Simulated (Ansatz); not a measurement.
## BN: geometry relaxation (part 2 of 2)

BN (slab, 8 atoms in the cell); DFT PBE+D3(BJ), scalar-relativistic, plane waves, PAW, no spin polarisation (Ansatz 0.2.0); cutoff 420 eV, 12×12×1 k-mesh, Gaussian smearing of 0.02 eV. The structure derives from an entry of the Crystallography Open Database.

Geometry of the input (Å; fractional positions):
```
2.5064  0.0000  0.0000
-1.2532  2.1706  0.0000
0.0000  0.0000  45.8424
B  0.6667  0.3333  0.3918
N  0.3333  0.6667  0.3918
B  0.3333  0.6667  0.4639
N  0.6667  0.3333  0.4639
B  0.6667  0.3333  0.5361
N  0.3333  0.6667  0.5361
B  0.3333  0.6667  0.6082
N  0.6667  0.3333  0.6082
```

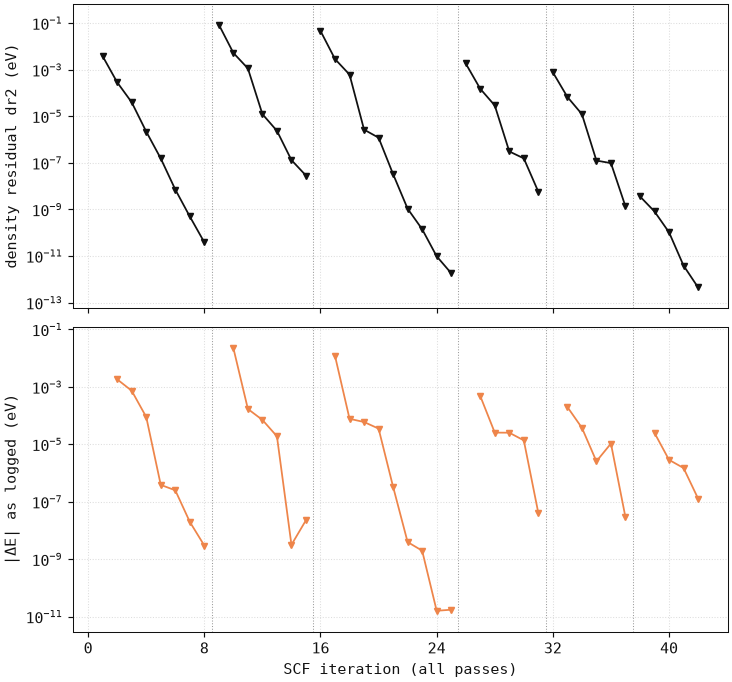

Figure 1. Convergence of the self-consistent field: density residual dr2 and size of the energy change against the SCF iteration. The dotted lines part the SCF passes of the relaxation: geometry steps, rejected trials and re-solves on a re-selected basis. The 6 passes take 5 to 10 iterations each, 42 in all.

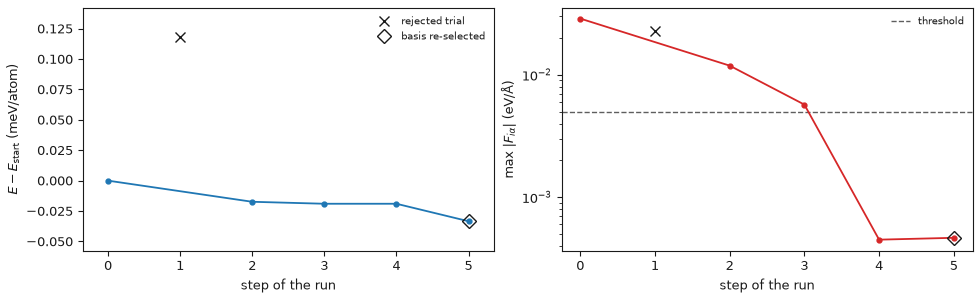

Figure 2. Progress of the relaxation, step by step (the first geometry is step 0 here and step 1 in the log).

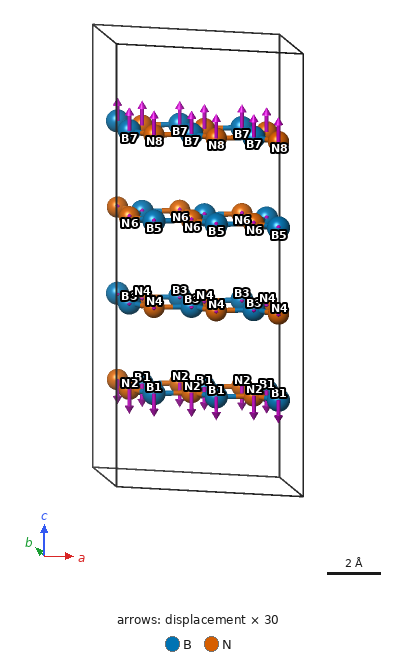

Figure 3. The starting structure with the displacements as pink arrows, magnified 30 times (ball-and-stick view of the 3 × 2 repeat of the cell, with the vacuum cut short, seen slightly off an axis). The largest moves relative to the cell, 0.032 Å, are those of N2 and N8. By element the largest moves are N 0.032 Å, B 0.030 Å. In the plane the drawn cell goes a 7.519 → 7.521 Å (0.0 %), b 5.013 → 5.014 Å (0.0 %). Over 4 geometry steps the energy falls by next to nothing (0.0 meV per atom). The largest force component goes from 0.029 to 0.00047 eV/Å. The line search rejected the trial step at point 1 (counted from 0) and went back. A last SCF at the same geometry on a re-selected plane-wave basis shifts the energy by next to nothing (0.0 meV per atom). (Atoms are counted from 1 in the order of the input.)

```
basis re-selected at this cell: Δ(F+E_penalty+E_count) = -1.149e-4 eV, ΔP = +0.006 N/m vs the last step (what re-selecting the basis moved, of the pressure what is left beyond the Pulay correction that the steps carried, after the strain that the cell walked since its last selection, with what the two solves' SCF thresholds leave and, on support functions, any second-order correction that the steps lacked; it is no measure of the basis error at this ecutwfc). This SCF's stress stands 2.94e-3 N/m from its target on what of the cell is left free (relax.cell.stress_2d_tol is 2.00e-2 N/m) and its largest allowed force component is 4.66e-4 eV/Å (relax.f_tol is 5.00e-3 eV/Å): within both
SCF converged after 5 iterations
Free energy (F): -2170.624733 eV
Harris-Foulkes:  -2170.624733 eV  (|F-HF|=2.65e-9)
Internal energy: -2170.624733 eV  (E = F + TS)
E sigma→0 (E₀):  -2170.624733 eV
Fermi energy:    -3.699176 eV
--- Per-component energies (eV) ---
  E_band       = -415.348485
  E_kinetic    = 732.865342
  E_local      = -122977.222322  (includes V_loc(G=0)·N_el)
  E_nonlocal   = 231.141606
  E_hartree    = 61073.220500
  E_xc         = -368.609700
  E_vxc        = -457.289053  (∫ρ·V_xc dr)
  E_paw        = -827.195310  (= ΣΔE_a)
  E_vpaw       = -91.285520  (= ΣTr[D̂ρ^β])
  E_aug_tail   = 0.000406  (compensation charges beyond the density's cutoff)
  E_ewald      = 59966.156879
  E_disp       = -0.982134  (pairwise vdW)
  E_smearing   = -0.000000  (= −TS)
  E_closure    = -0.000000  (closes the sum)
  Σ components = -2170.624733   (vs F -2170.624733, Δ=0.00e0)
--- Forces (eV/Å), atoms counted from 1 ---
  atom   1  B      0.00000000     0.00000000    -0.00037073
  atom   2  N     -0.00000000    -0.00000000     0.00046605
  atom   3  B      0.00000000    -0.00000000    -0.00011095
  atom   4  N     -0.00000000     0.00000000    -0.00018814
  atom   5  B      0.00000000     0.00000000     0.00011095
  atom   6  N      0.00000000    -0.00000000     0.00018814
  atom   7  B      0.00000000    -0.00000000     0.00037073
  atom   8  N     -0.00000000     0.00000000    -0.00046605
  max |Σ_I F_I| component: 6.94e-17 eV/Å
--- 2D stress c σ (N/m, compression-positive) ---
       -0.002942      -0.000000      -0.000000
       -0.000000      -0.002942      -0.000000
       -0.000000      -0.000000      -0.000000
  P = ½ c Tr σ = -0.0029 N/m
--- Band table (eV; the first three rows and the last of 19) ---
  k-point 0: bands = ["-23.6237", "-23.5391", "-23.4505", "-23.3861", "-11.8947", "-11.4054", "-10.7797", "-10.1987", "-7.2113", "-7.2113", "-7.1951", "-7.1951", "-7.1766", "-7.1766", "-7.1745", "-7.1745", "-0.9458 (-0.9459°)", "-0.7897 (-0.7900°)", "0.1004", "0.3514", "0.5479", "1.2419", "1.6159", "2.1088"]
  k-point 1: bands = ["-23.4886", "-23.4052", "-23.3179", "-23.2546", "-11.7099", "-11.2247", "-10.6046", "-10.0292", "-7.7684", "-7.7519", "-7.7344", "-7.7343", "-7.4705", "-7.4529", "-7.4337", "-7.4306", "-0.7127 (-0.7128°)", "-0.5665 (-0.5667°)", "0.3254", "0.5737", "0.7646", "1.4586", "1.8301", "2.2951"]
  k-point 2: bands = ["-23.0907", "-23.0107", "-22.9276", "-22.8678", "-11.1632", "-10.6929", "-10.0948", "-9.5401", "-9.1773", "-9.1495", "-9.1410", "-9.1285", "-8.1017", "-8.0812", "-8.0604", "-8.0558", "-0.0563 (-0.0564°)", "0.0755 (0.0753°)", "0.9471", "1.2310", "1.3860", "2.0430", "2.4421", "2.7624"]
  k-point 18: bands = ["-19.8578", "-19.8578", "-19.8340", "-19.8340", "-13.8141", "-13.7628", "-13.7126", "-13.6819", "-13.0263", "-13.0263", "-13.0005", "-13.0005", "-5.9311", "-5.9311", "-5.8622", "-5.8622", "-1.1933", "-1.1933", "-1.0861", "-1.0861", "5.1374", "5.8099", "6.8091", "7.4274"]
  ° read free of the cell's end (the report's vacuum.weakly_bound_levels)
--- Relaxed structure (5 steps of the walk, 4 accepted, 1 SCFs on fresh bases) ---
  F+E_penalty+E_count = -2170.62473264 eV   max|allowed force component| = 4.660e-4 eV/Å   (the final SCF, on the basis selected at the relaxed cell)
  cell:  # Å, volume = 249.5447 Å³
    - [2.507121089575552, 0.0, -4.51971615933029e-85]
    - [-1.253560544787776, 2.171230553936149, 4.592217431476237e-86]
    - [-8.266533982744905e-84, -3.802836659453196e-84, 45.8423718534]
  atoms:
    - { symbol: B, position: [0.6666666666666666, 0.3333333333333333, 0.3911372135073103] }
    - { symbol: N, position: [0.3333333333333333, 0.6666666666666666, 0.39110094244863597] }
    - { symbol: B, position: [0.3333333333333333, 0.6666666666666666, 0.46384272301349017] }
    - { symbol: N, position: [0.6666666666666666, 0.3333333333333333, 0.4638406371739338] }
    - { symbol: B, position: [0.6666666666666666, 0.3333333333333333, 0.5361572769865097] }
    - { symbol: N, position: [0.3333333333333333, 0.6666666666666666, 0.5361593628260661] }
    - { symbol: B, position: [0.3333333333333333, 0.6666666666666666, 0.6088627864926898] }
    - { symbol: N, position: [0.6666666666666666, 0.3333333333333333, 0.6088990575513641] }
```

Trajectory as extended XYZ (Å, eV, eV/Å), 6 frames, from step=1 to step=6:
```
8
Lattice="2.5064 0.0000 0.0000 -1.2532 2.1706 0.0000 0.0000 0.0000 45.8424" Properties=species:S:1:pos:R:3:forces:R:3 step=1 energy=-2170.62447
B     1.2532    0.7235   17.9606    0.0000   0.0000   0.0209
N     0.0000    1.4471   17.9606    0.0000   0.0000  -0.0288
B     0.0000    1.4471   21.2677    0.0000   0.0000   0.0033
N     1.2532    0.7235   21.2677    0.0000   0.0000   0.0022
B     1.2532    0.7235   24.5747    0.0000   0.0000  -0.0033
N     0.0000    1.4471   24.5747    0.0000   0.0000  -0.0022
B     0.0000    1.4471   27.8818    0.0000   0.0000  -0.0209
N     1.2532    0.7235   27.8818    0.0000   0.0000   0.0288
8
Lattice="2.5068 0.0000 0.0000 -1.2534 2.1710 0.0000 0.0000 0.0000 45.8424" Properties=species:S:1:pos:R:3:forces:R:3 step=2 energy=-2170.62352 accepted=F
B     1.2534    0.7237   17.9223    0.0000   0.0000  -0.0088
N     0.0000    1.4473   17.9198    0.0000   0.0000   0.0198
B     0.0000    1.4473   21.2952    0.0000   0.0000  -0.0102
N     1.2534    0.7237   21.2951    0.0000   0.0000  -0.0228
B     1.2534    0.7237   24.5472    0.0000   0.0000   0.0102
N     0.0000    1.4473   24.5473    0.0000   0.0000   0.0228
B     0.0000    1.4473   27.9201    0.0000   0.0000   0.0088
N     1.2534    0.7237   27.9226    0.0000   0.0000  -0.0198
8
Lattice="2.5070 0.0000 0.0000 -1.2535 2.1711 0.0000 0.0000 0.0000 45.8424" Properties=species:S:1:pos:R:3:forces:R:3 step=3 energy=-2170.62460
B     1.2535    0.7237   17.9431    0.0000   0.0000  -0.0119
N     0.0000    1.4474   17.9407    0.0000   0.0000   0.0093
B     0.0000    1.4474   21.2662    0.0000   0.0000  -0.0012
N     1.2535    0.7237   21.2660    0.0000   0.0000   0.0021
B     1.2535    0.7237   24.5761    0.0000   0.0000   0.0012
N     0.0000    1.4474   24.5763    0.0000   0.0000  -0.0021
B     0.0000    1.4474   27.8992    0.0000   0.0000   0.0119
N     1.2535    0.7237   27.9016    0.0000   0.0000  -0.0093
8
Lattice="2.5071 0.0000 0.0000 -1.2535 2.1712 0.0000 0.0000 0.0000 45.8424" Properties=species:S:1:pos:R:3:forces:R:3 step=4 energy=-2170.62462
B     1.2535    0.7237   17.9355    0.0000   0.0000  -0.0057
N     0.0000    1.4475   17.9334    0.0000   0.0000   0.0050
B     0.0000    1.4475   21.2654    0.0000   0.0000  -0.0008
N     1.2535    0.7237   21.2652    0.0000   0.0000   0.0003
B     1.2535    0.7237   24.5770    0.0000   0.0000   0.0008
N     0.0000    1.4475   24.5771    0.0000   0.0000  -0.0003
B     0.0000    1.4475   27.9069    0.0000   0.0000   0.0057
N     1.2535    0.7237   27.9089    0.0000   0.0000  -0.0050
8
Lattice="2.5071 0.0000 0.0000 -1.2536 2.1712 0.0000 0.0000 0.0000 45.8424" Properties=species:S:1:pos:R:3:forces:R:3 step=5 energy=-2170.62462
B     1.2536    0.7237   17.9307    0.0000   0.0000  -0.0004
N     0.0000    1.4475   17.9290    0.0000   0.0000   0.0004
B     0.0000    1.4475   21.2637    0.0000   0.0000  -0.0001
N     1.2536    0.7237   21.2636    0.0000   0.0000  -0.0002
B     1.2536    0.7237   24.5787    0.0000   0.0000   0.0001
N     0.0000    1.4475   24.5788    0.0000   0.0000   0.0002
B     0.0000    1.4475   27.9117    0.0000   0.0000   0.0004
N     1.2536    0.7237   27.9134    0.0000   0.0000  -0.0004
8
Lattice="2.5071 0.0000 0.0000 -1.2536 2.1712 0.0000 0.0000 0.0000 45.8424" Properties=species:S:1:pos:R:3:forces:R:3 step=6 energy=-2170.62473
B     1.2536    0.7237   17.9307    0.0000   0.0000  -0.0004
N     0.0000    1.4475   17.9290    0.0000   0.0000   0.0005
B     0.0000    1.4475   21.2637    0.0000   0.0000  -0.0001
N     1.2536    0.7237   21.2636    0.0000   0.0000  -0.0002
B     1.2536    0.7237   24.5787    0.0000   0.0000   0.0001
N     0.0000    1.4475   24.5788    0.0000   0.0000   0.0002
B     0.0000    1.4475   27.9117    0.0000   0.0000   0.0004
N     1.2536    0.7237   27.9134    0.0000   0.0000  -0.0005
```

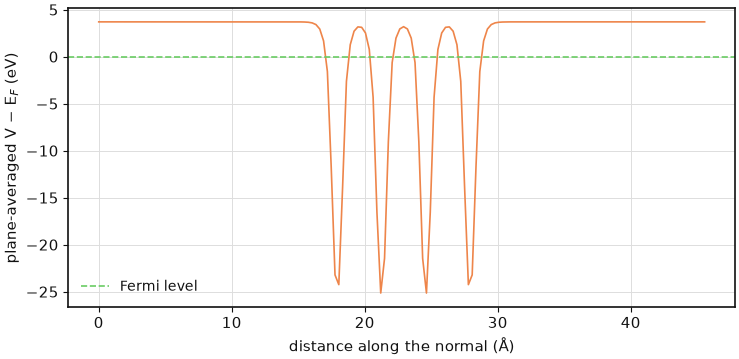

Figure 4. Plane average of the electrostatic potential energy of an electron across the cell, from the Fermi level. The vacuum level lies 3.70 eV above the Fermi level.

Results in brief:

| quantity | value |
| --- | --- |
| outcome | converged |
| electrons treated | 32 |
| free energy | −2170.6247 eV |
| work function, top face | 3.70 eV |
| work function, bottom face | 3.70 eV |
| Fermi energy | −3.699 eV |
| gap on the k-point mesh | 4.33 eV |
| final volume | 249.54 Å³ |
| work function (upper face) | 3.70 eV |
| largest force (length of the vector) at the end | under 0.001 eV/Å |
| hardware | 2 threads of AMD EPYC (Zen 3), 189 GiB of memory available, shared host |
| wall time | 67 s (CPU time 1.9 min) |
| peak memory | 0.56 GiB |
